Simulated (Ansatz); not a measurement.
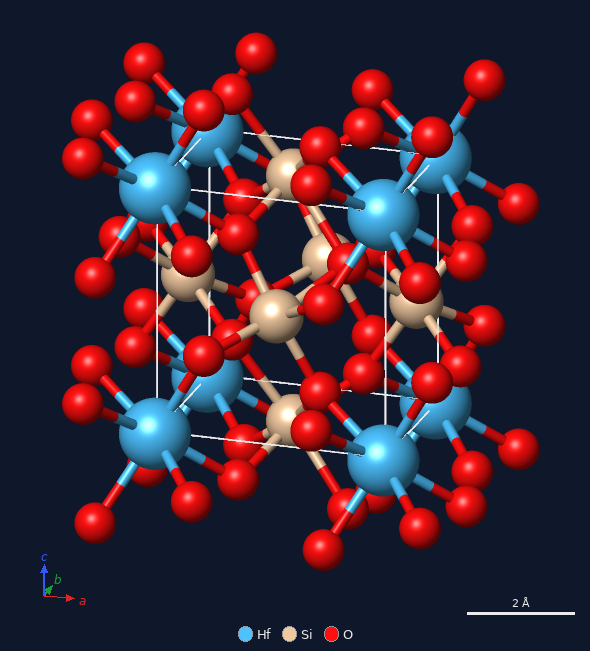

Crystal structure, ball-and-stick style, seen slightly off an axis. One conventional unit cell is framed, with atoms on its boundary repeated. Neighbours across the faces are drawn wherever a bond reaches them.

HfSi3O8, space group P2 (No. 3), a = 4.367 Å, b = 5.097 Å, c = 4.703 Å, α = 90.00°, β = 94.32°, γ = 90.00°. Origin of the cell: a structure type filled with these elements by a generator (whether the compound takes this form wasn't checked). Earlier steps of the study may have refined or changed the cell and positions. It was run through Ansatz as a DFT input.

This one geometry was computed with Ansatz (DFT, plane waves, PAW) at five levels of theory: PBE0, HSE06, PBE with spin-orbit coupling, r2SCAN and PBE. It was relaxed beforehand with r2SCAN.

> Which level gives the highest pressure at this volume, and what does that say about its equilibrium volume?

Highest: PBE with spin-orbit coupling (8.2 GPa) and PBE (8.4 GPa), which points to the largest equilibrium volume. Lowest, with the smallest volume: PBE0 (-1.3 GPa) and HSE06 (-1.3 GPa). Levels within 0.5 GPa of each other can't be told apart.

> How does the band gap change with the level of theory?

PBE with spin-orbit coupling: a gap of 4.73 eV, indirect; PBE: a gap of 4.85 eV, indirect; r2SCAN: a gap of 5.42 eV, indirect; HSE06: a gap of 6.61 eV, indirect; PBE0: a gap of 7.38 eV, indirect.

> Collect the results in a table.

| level | cutoff (eV) | k-mesh of the run's cell | gap (eV) | pressure (GPa) |
| --- | --- | --- | --- | --- |
| PBE0 | 420 | 4×4×4 | 7.38 | -1.3 |
| HSE06 | 420 | 4×4×4 | 6.61 | -1.3 |
| PBE with spin-orbit coupling | 420 | 6×6×6 | 4.73 | 8.2 |
| r2SCAN | 500 | 6×6×6 | 5.42 | 0.0 |
| PBE | 420 | 6×6×6 | 4.85 | 8.4 |

Gaps are taken on the k-mesh or band path of each run.
